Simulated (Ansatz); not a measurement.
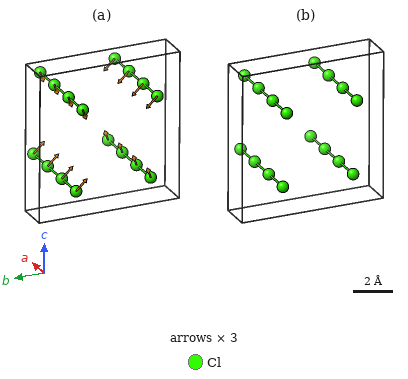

The structure of crystalline Cl (a generated structure, set up in P-1) before (left) and after (right) a relaxation, at one scale. The orange arrows give the displacements (the part carried along by the change of the cell is left out), 3 times their true length.

A ball-and-stick model of the cell of the calculation, repeated 2 × 1 × 1 with one cell outlined, seen from a free direction.

The calculation used DFT PBE, scalar-relativistic, plane waves, PAW in Ansatz 0.2.0.

Input file:
```yaml
crystal:
  lattice:
    - [2.3018650463, 0.0, 0.0]
    - [-0.0052934611, 7.5885098008, 0.0]
    - [-0.1458890327, -0.6329441927, 7.8714298055]
  atoms:
    - { symbol: Cl, position: [0.4834343662, 0.7462445842, 0.7743432094] }
    - { symbol: Cl, position: [0.5165297695, 0.7873945574, 0.2226786623] }
    - { symbol: Cl, position: [0.4834702305, 0.2126054426, 0.7773213377] }
    - { symbol: Cl, position: [0.5165656338, 0.2537554158, 0.2256567906] }
basis:
  ecutwfc: 420
kpoints:
  mp_grid: { grid: [20, 6, 6] }
hamiltonian:
  xc: pbe
scf:
  occupations: { method: gaussian, width: 0.1 }
output:
  forces: true
  stress: true
  eigenvalues: true
relax:
  adjacent_minimum: "off"
  f_tol: 0.01
  max_steps: 80
  cell: { stress_tol: 0.05 }
```

Run as
```bash
ansatz run input.yaml --threads 1 --pin off --max-ram 2560MiB --backend cpu --events-out ev --progress --plain --runs-dir out
```

Q: Describe what moved and what it gained.

A: The run was cut off at its time limit before the program reported convergence, but its last step already meets the force threshold: the largest component is 0.0023 eV/Å against 0.01 eV/Å. The pressure is within 0.02 GPa of its target. After 6 geometry steps the energy has fallen by 5.3 meV per atom. Largest force component: 0.036 eV/Å at the start, 0.0023 eV/Å at the end. Pressure: 0.14 GPa at the start and −0.02 GPa at the end. The largest moves relative to the cell, 0.31 Å, are those of Cl2 and Cl3. Cl3 goes along [1 1 −1]. The drawn cell changes as follows: a 2.302 → 2.291 Å (−0.5 %), b 7.589 → 7.648 Å (+0.8 %), c 7.898 → 7.887 Å (−0.1 %), α 94.6° → 94.4°, β 91.1° → 90.6°; the volume changes by +0.2 %. Near-neighbour distances that change, for instance: Cl1–Cl1 2.302 → 2.291 Å. The space group stays P-1 (No. 2). Cost: 13 min on 1 thread of Arm Neoverse N1 (shared host), peak memory 0.91 GiB.
